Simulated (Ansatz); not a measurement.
# Band gap of BaTiO3 (R3m) from density functionals to GW, part 2 of 2

Aim: the gap of BaTiO3 (R3m) at several levels of theory on one structure, with the time that each takes.

Ansatz 0.2.0; density functionals, hybrids and G0W0, plane waves, PAW. Known limits of the many-body steps: finite bands, screening cutoff and k mesh; no spin-orbit coupling in G0W0.

So far. Step 4 (HSE06 on the 4×4×4 mesh): Over mesh and listed points the gap is 3.890 eV, from k = (0.500, 0.500, 0.500) to k = Γ. The least direct gap found is 4.214 eV, at k = (0.050, -0.050, 0.000). HSE06 against LDA: 3.890 − 2.355 = +1.535 eV. The runs also differ in mesh (6×6×6 and 4×4×4), so how much of this comes from the functional alone is not known. Step 5 (HSE06+SOC on the 4×4×4 mesh): Over mesh and listed points the gap is 3.877 eV, from k = (0.503, 0.497, 0.500) to k = Γ.

In doubt: masses and optical values from hybrid runs of this build are listed as unsure (steps 7, 8), which bears on the screening that GW takes from such a start; the elements are of a kind flagged for part-filled d or f shells, though by formal charges that shell is empty here, so the flag may not apply.

### Step 6. G0W0@LDA, 6×6×6 mesh, 1079 empty bands, screening to 380 eV, hard PAW files

G0W0 replaces the xc potential by a self-energy built once from the orbitals of the start. Levels are corrected in the window of bands that the input names, at points of the mesh.

This step: G0W0 on LDA, plane waves, PAW.

The input, input.yaml:

```yaml
crystal:
  lattice:
    - [2.8273666084, 1.6323808724, 2.3183934932]
    - [-2.8273666084, 1.6323808724, 2.3183934932]
    - [0.0, -3.2647617449, 2.3183934932]
  atoms:
    - { symbol: Ba, position: [0.0, 0.0, 0.0] }
    - { symbol: Ti, position: [0.4845, 0.4845, 0.4845] }
    - { symbol: O, position: [0.5086, 0.5086, 0.0175] }
    - { symbol: O, position: [0.0175, 0.5086, 0.5086] }
    - { symbol: O, position: [0.5086, 0.0175, 0.5086] }
kpoints:
  mp_grid: { grid: [6, 6, 6] }
hamiltonian:
  xc: lda
  pseudopotentials: { kind: paw, source: ansatz }
scf:
  occupations: { method: fixed }
gw:
  n_empty_bands: 1079
  ecut_chi: 380
  qp_bands: [v2, c2]
  qp_kpoints: band_edges
  screening: { model: contour_deformation }
```

The run is started by

```sh
ansatz run input.yaml --threads 4 --pin off --max-ram 138240MiB --backend cuda --events-out ev --progress --plain --runs-dir out --devices 1 --max-vram 26GiB
```

Numbers of over 12 decimals in the logs are rounded to 6 here.

The log of the run:

```text
GPUs: using 1 of 1 available (devices: 1).
[...]
GPU FFT provider: cuFFT
GPU libraries: cuBLAS 13.8.2, cuFFT 12.4.0, cuSOLVER 12.3.4
Crystal: 5 atoms, lattice volume = 64.201 Å³
Basis set: ecut = 930 eV, 4103 PW (Γ)
Bands: 25, of which v1, the nominal top of the filled ones, is band 20 counted from 1 (19 counted from 0)
Symmetry: 6 space group operations
[...]
k-points: 32 of 216 (time reversal used)
[...]
1    22     12.6078   -13.6094    -6.6702   -21.3525  0.7288    13.7026    13.6807  root
[...]
31    19      9.8602   -25.7254     4.0986   -20.8869  0.7161     9.1095     9.1204  root
    31    20      9.8747   -25.7490     4.1075   -20.9005  0.7162     9.1228     9.1338  root
    31    21     14.2304   -14.5891    -8.0582   -23.7007  0.6805    15.3207    15.2838  root
    31    22     14.3803   -14.6902    -8.1531   -23.8989  0.6772    15.4745    15.4359  root
[key lines of the parts left out:]
SCF converged after 10 iterations
Free energy (F): -9890.376212 eV
Fermi energy:    9.874652 eV
```

Wall time 11 min (1 × NVIDIA H100 80GB HBM3 (shared by 3 runs) with 4 threads of AMD EPYC 7R13 (Zen 3), shared host); peak memory 10 GiB; 23 min of CPU time.

This step gave:

```
bands summed                                    : 1099
RPA ε∞ on this mesh (eigenvalues)               : 5.365, 5.842, 5.842
plane waves in the screening matrix             : 1045
G0W0 gap over the corrected points              : 4.175 eV
k of the valence top                            : -0.5, -0.5, -0.5
k of the conduction bottom                      : 0, 0, 0
starting gap on the mesh                        : 2.347 eV
Z at the valence top                            : 0.7162
Z at the conduction bottom                      : 0.7384
least direct G0W0 gap over the corrected points : 4.507 eV
```

Over 26 of 32 irreducible mesh points the G0W0 gap is 4.175 eV, from k = (-0.500, -0.500, -0.500) to k = Γ. The LDA gap of this run on the mesh is 2.347 eV. The two states that bound the G0W0 gap lie that far apart at the start, so the correction of the gap is 4.175 − 2.347 = +1.828 eV.

### Step 7. G0W0@HSE06, 6×6×6 mesh, 381 empty bands, screening to 190 eV, hard PAW files

This step: G0W0 on HSE06, plane waves, PAW.

Edit input.yaml of step 6 so:

```diff
@@ -14,3 +14,3 @@
 hamiltonian:
-  xc: lda
+  xc: hse06
   pseudopotentials: { kind: paw, source: ansatz }
@@ -19,4 +19,4 @@
 gw:
-  n_empty_bands: 1079
-  ecut_chi: 380
+  n_empty_bands: 381
+  ecut_chi: 190.0
   qp_bands: [v2, c2]
```

The log of the run:

```text
GPUs: using 1 of 1 available (devices: 1).
[...]
GPU FFT provider: cuFFT
GPU libraries: cuBLAS 13.8.2, cuFFT 12.4.0, cuSOLVER 12.3.4
Crystal: 5 atoms, lattice volume = 64.201 Å³
Basis set: ecut = 930 eV, 4103 PW (Γ)
Bands: 25, of which v1, the nominal top of the filled ones, is band 20 counted from 1 (19 counted from 0)
Symmetry: 6 space group operations
[...]
k-points: 32 of 216 (time reversal used)
[...]
1    21     13.1597   -12.4377    -5.9171   -18.8833  0.7793    13.6912    13.6881  root
     1    22     13.5088   -12.8848    -6.0240   -19.4485  0.7729    14.0518    14.0484  root
[...]
31    19      9.2147   -25.8858     4.0485   -21.8763  0.7640     9.2536     9.2537  root
    31    20      9.2281   -25.9094     4.0572   -21.8920  0.7640     9.2678     9.2679  root
    31    21     15.3286   -14.0837    -7.0585   -21.6447  0.7334    15.8354    15.8310  root
    31    22     15.4984   -14.2028    -7.1345   -21.8421  0.7306    16.0077    16.0032  root
[key lines of the parts left out:]
Free energy (F): -10148.601531 eV
Fermi energy:    9.228111 eV
```

It took 4.5 min on 1 × NVIDIA H100 80GB HBM3 (shared by 3 runs) with 4 threads; peak memory 4 GiB; 7.5 min of CPU time.

Numbers from this step:

* bands summed: 401
* RPA ε∞ on this mesh (eigenvalues): 4.072, 4.362, 4.362
* plane waves in the screening matrix: 389
* G0W0 gap over the corrected points: 4.371 eV
* k of the valence top: -0.5, -0.5, -0.5
* k of the conduction bottom: 0, 0, 0
* starting gap on the mesh: 3.883 eV
* Z at the valence top: 0.7640
* Z at the conduction bottom: 0.7805
* least direct G0W0 gap over the corrected points: 4.772 eV

Over 26 of 32 irreducible mesh points the G0W0 gap is 4.371 eV, from k = (-0.500, -0.500, -0.500) to k = Γ. The HSE06 gap of this run on the mesh is 3.883 eV. The two states that bound the G0W0 gap lie that far apart at the start, so the correction of the gap is 4.371 − 3.883 = +0.488 eV. G0W0@HSE06 against G0W0@LDA with 401 bands (a further run, in the table below): 4.371 − 4.116 = +0.255 eV, with the same mesh, files and cutoffs, and both edges at the same k points.

### Step 8. G0W0@PBE0, 6×6×6 mesh, 381 empty bands, screening to 190 eV, hard PAW files

This step: G0W0 on PBE0, plane waves, PAW.

Edit input.yaml of step 7 so:

```diff
@@ -14,3 +14,3 @@
 hamiltonian:
-  xc: hse06
+  xc: pbe0
   pseudopotentials: { kind: paw, source: ansatz }
```

The log of the run:

```text
GPUs: using 1 of 1 available (devices: 1).
[...]
GPU FFT provider: cuFFT
GPU libraries: cuBLAS 13.8.2, cuFFT 12.4.0, cuSOLVER 12.3.4
Crystal: 5 atoms, lattice volume = 64.201 Å³
Basis set: ecut = 930 eV, 4103 PW (Γ)
Bands: 25, of which v1, the nominal top of the filled ones, is band 20 counted from 1 (19 counted from 0)
Symmetry: 6 space group operations
[...]
k-points: 32 of 216 (time reversal used)
[...]
1    21     13.5219   -12.4092    -5.7811   -18.4842  0.7919    13.8166    13.8158  root
     1    22     13.8767   -12.8615    -5.8808   -19.0480  0.7860    14.1833    14.1824  root
[...]
31    19      8.8236   -25.8912     3.9076   -22.2803  0.7772     9.1195     9.1203  root
    31    20      8.8368   -25.9146     3.9161   -22.2961  0.7772     9.1336     9.1344  root
    31    21     15.7192   -14.0747    -6.8602   -21.2270  0.7503    16.0125    16.0113  root
    31    22     15.8902   -14.1953    -6.9335   -21.4256  0.7477    16.1882    16.1870  root
[key lines of the parts left out:]
Free energy (F): -10148.098426 eV
Fermi energy:    8.836791 eV
```

It took 4.7 min on 1 × NVIDIA H100 80GB HBM3 (shared by 3 runs) with 4 threads; peak memory 3.9 GiB.

Numbers from this step:

```
bands summed                                    : 401
RPA ε∞ on this mesh (eigenvalues)               : 3.836, 4.091, 4.091
plane waves in the screening matrix             : 389
G0W0 gap over the corrected points              : 4.631 eV
k of the valence top                            : -0.5, -0.5, -0.5
k of the conduction bottom                      : 0, 0, 0
starting gap on the mesh                        : 4.635 eV
Z at the valence top                            : 0.7772
Z at the conduction bottom                      : 0.7930
least direct G0W0 gap over the corrected points : 5.026 eV
```

Over 25 of 32 irreducible mesh points the G0W0 gap is 4.631 eV, from k = (-0.500, -0.500, -0.500) to k = Γ. The PBE0 gap of this run on the mesh is 4.635 eV. The two states that bound the G0W0 gap lie that far apart at the start, so the correction of the gap is 4.631 − 4.635 = −0.004 eV. G0W0@PBE0 against G0W0@HSE06 with 401 bands: 4.631 − 4.371 = +0.260 eV, with the same mesh, files and cutoffs, and both edges at the same k points.

### Step 9. All levels together

Each gap is the least one over the points named; times are wall times on shared hosts, not benchmarks. A G0W0 time includes the run's own self-consistent start. Runs with listed points see these and the mesh alone, so an edge that moves elsewhere is missed. Rows marked * are further runs, not shown as steps, whose inputs differ from the G0W0 step on the same start in the columns given; solver thresholds can differ too. Symmetry makes (0.500, 0.500, 0.500) and (-0.500, -0.500, -0.500) one point.

```csv
level,mesh,"files, cutoff","bands summed, screening",points,gap (eV),valence top,conduction bottom,least direct gap (eV),time
LDA,6×6×6,"soft_1 PAW, 420 eV",-,mesh and path,2.355,"(0.500, 0.500, 0.500)",Γ,2.686,7.4 s
LDA+SOC,6×6×6,"soft_1 PAW, 420 eV",-,mesh and listed points,2.345,"(0.503, 0.497, 0.500)",Γ,2.633,9.1 s
HSE06,4×4×4,"soft_1 PAW, 420 eV",-,mesh and listed points,3.890,"(0.500, 0.500, 0.500)",Γ,4.214,19 s
HSE06+SOC,4×4×4,"soft_1 PAW, 420 eV",-,mesh and listed points,3.877,"(0.503, 0.497, 0.500)",Γ,4.153,61 s
G0W0@LDA*,6×6×6,"hard PAW, 930 eV","188, 110 eV",26 of 32 irreducible mesh points,4.082,"(-0.500, -0.500, -0.500)",Γ,4.390,72 s
G0W0@LDA*,6×6×6,"hard PAW, 930 eV","401, 190 eV",26 of 32 irreducible mesh points,4.116,"(-0.500, -0.500, -0.500)",Γ,4.439,2 min
G0W0@LDA*,6×6×6,"hard PAW, 930 eV","666, 270 eV",26 of 32 irreducible mesh points,4.150,"(-0.500, -0.500, -0.500)",Γ,4.478,5 min
G0W0@LDA,6×6×6,"hard PAW, 930 eV","1099, 380 eV",26 of 32 irreducible mesh points,4.175,"(-0.500, -0.500, -0.500)",Γ,4.507,11 min
G0W0@HSE06,6×6×6,"hard PAW, 930 eV","401, 190 eV",26 of 32 irreducible mesh points,4.371,"(-0.500, -0.500, -0.500)",Γ,4.772,4.5 min
G0W0@PBE0,6×6×6,"hard PAW, 930 eV","401, 190 eV",25 of 32 irreducible mesh points,4.631,"(-0.500, -0.500, -0.500)",Γ,5.026,4.7 min
```

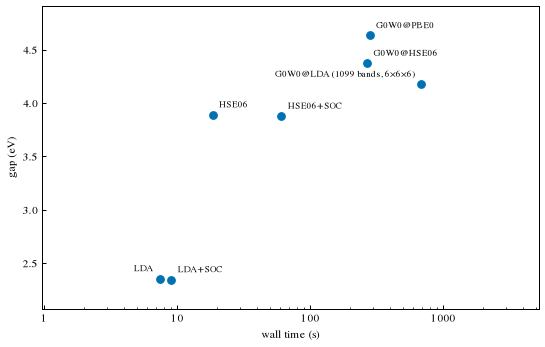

Gap against wall time for the runs shown as steps.

### Step 10. What came out

```
LDA, over mesh and path                                             : 2.355 eV
LDA+SOC, over mesh and listed points                                : 2.345 eV
HSE06, over mesh and listed points                                  : 3.890 eV
HSE06+SOC, over mesh and listed points                              : 3.877 eV
G0W0@LDA (1099 bands, 6×6×6), over 26 of 32 irreducible mesh points : 4.175 eV
G0W0@HSE06, over 26 of 32 irreducible mesh points                   : 4.371 eV
G0W0@PBE0, over 25 of 32 irreducible mesh points                    : 4.631 eV
known limits                                                        : finite bands, screening cutoff and k mesh; no spin-orbit coupling in G0W0
```

The rows run from 2.345 eV (LDA+SOC) to 4.631 eV (G0W0@PBE0). They differ in mesh, files, plane-wave cutoff, bands and screening cutoff of G0W0 and the points over which the gap was sought as well as in level, so only pairs that share these are like for like. G0W0@HSE06 against G0W0@LDA with 401 bands: 4.371 − 4.116 = +0.255 eV, with the same mesh, files and cutoffs, and both edges at the same k points. G0W0@PBE0 against G0W0@HSE06 with 401 bands: 4.631 − 4.371 = +0.260 eV, with the same mesh, files and cutoffs, and both edges at the same k points. G0W0@LDA (1099 bands, 6×6×6) moves the gap of its own start on the mesh by 4.175 − 2.347 = +1.828 eV, between the same two levels. Both edges that LDA shows over mesh and path lie at k points where levels were corrected. Levels at other points were not corrected, so a lower G0W0 gap elsewhere in the zone is not ruled out. G0W0@HSE06 moves the gap of its own start on the mesh by 4.371 − 3.883 = +0.488 eV, between the same two levels. Both edges that HSE06 shows over mesh and listed points lie at k points where levels were corrected. Levels at other points were not corrected, so a lower G0W0 gap elsewhere in the zone is not ruled out. G0W0@PBE0 moves the gap of its own start on the mesh by 4.631 − 4.635 = −0.004 eV, between the same two levels. No PBE0 run over points off the mesh is shown, so for G0W0@PBE0 the gap over the whole zone is not known. What spin-orbit coupling does to the G0W0 levels was not computed, so no sum with the G0W0 gap is formed. For G0W0@LDA: from 188 bands and 110 eV to 1099 bands and 380 eV the gap moves by 4.175 − 4.082 = +0.093 eV (rung by rung 4.082, 4.116, 4.150, 4.175 eV); bands and screening cutoff rise together, so their parts are not told apart. A line in one over the bands through the two highest rungs gives 4.175 + (4.175 − 4.150) × 666 / (1099 − 666) = 4.213 eV, and through the pair below 4.150 + (4.150 − 4.116) × 401 / (666 − 401) = 4.201 eV. The two agree within 0.03 eV and the same two states bound the gap in each rung, so 4.213 eV is taken as an estimate of the limit on this mesh. The other G0W0 rows are shown at one basis each (401 bands), so their distance from the limit is not known here. The G0W0 runs are scalar-relativistic. No pair of G0W0 runs that differ in the mesh alone is shown (6×6×6 is a supercell whose nearest images lie 24 Å apart), so the error from the mesh is not known here. G0W0 is shown with one set of atomic data (hard PAW), so the error from the files is not known here.

[Paths, hosts, dates, memory and timing lines, banners, echoed tables and standing remarks are left out of the program output.]

[Logs are printed without paths, hosts, clocks, repeated set-up lines and the standing remarks that a program may print on its own settings, such as how far it seeks lower states.]

[Runs of the session that timed out or met a known fault of the program may be left out.]

[Cells called generated may have been cut or substituted from an entry of the Crystallography Open Database or the Materials Project.]

[Hosts, paths, dates, database ids (printed as entryN), source tags and the programs' standing remarks are cut or masked in the printed files.]

[Where an RPA ε∞ is given, it is that of the G0W0 mesh and is not shown converged in it. Names of k-points follow the symmetry that the program found, which can be lower than the space group named. Band edges on a path are those of the sampled points; other points can move an edge, and change direct to indirect where valleys lie close.]

[Hybrid gaps are those of their k-mesh and are not shown converged in it.]
